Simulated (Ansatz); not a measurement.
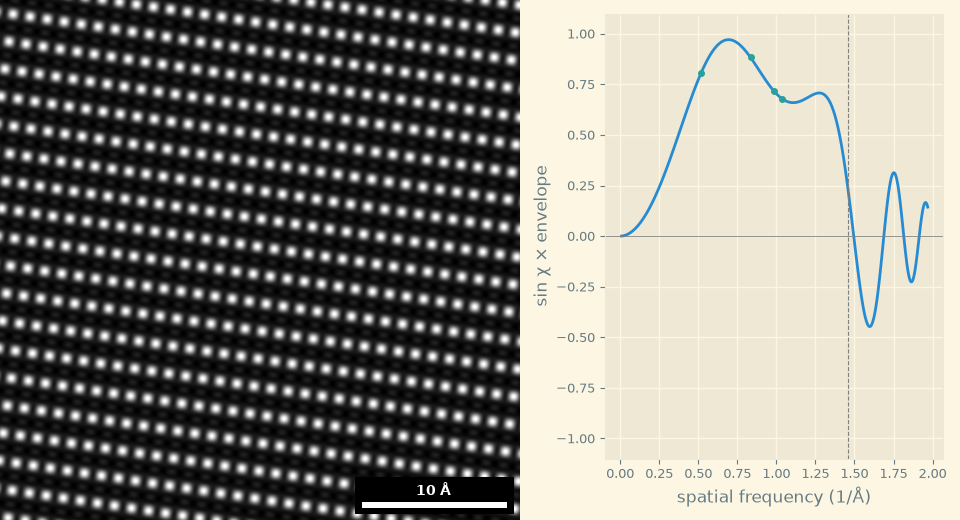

Phase-contrast TEM-like image of Fe (P6_3/mmc, No. 194) along [210]. Simulated in the weak-phase-object approximation with neutral-atom potentials: 300 kV, Cs = −15 µm, defocus +65 Å (negative is underfocus), defocus spread 8 Å, aperture 1.46 1/Å. Structure: the geometry relaxed with DFT, LDA (PW92), plane waves (420 eV) with PAW, scalar-relativistic (Ansatz 0.2.0); the starting structure was generated, so it need not be a known form of this composition.

The plot gives the contrast transfer function, the aperture (dashed) and the crystal's spatial frequencies that carry visible contrast (dots).

**What point resolution do these settings give, and which lattice spacings pass?**

About 0.7 Å (0.66 |Cs|^(1/4) λ^(3/4) with λ = 0.0197 Å). The spacings that carry visible contrast are {004} at 1.93 Å, {110} at 1.20 Å, {114} at 1.02 Å, {008} at 0.96 Å.

**Do the atom columns appear dark or bright, and why?**

Bright. With negative Cs and overfocus sin χ is positive over the pass band, so the strongest columns (Fe) come out brighter than the background.
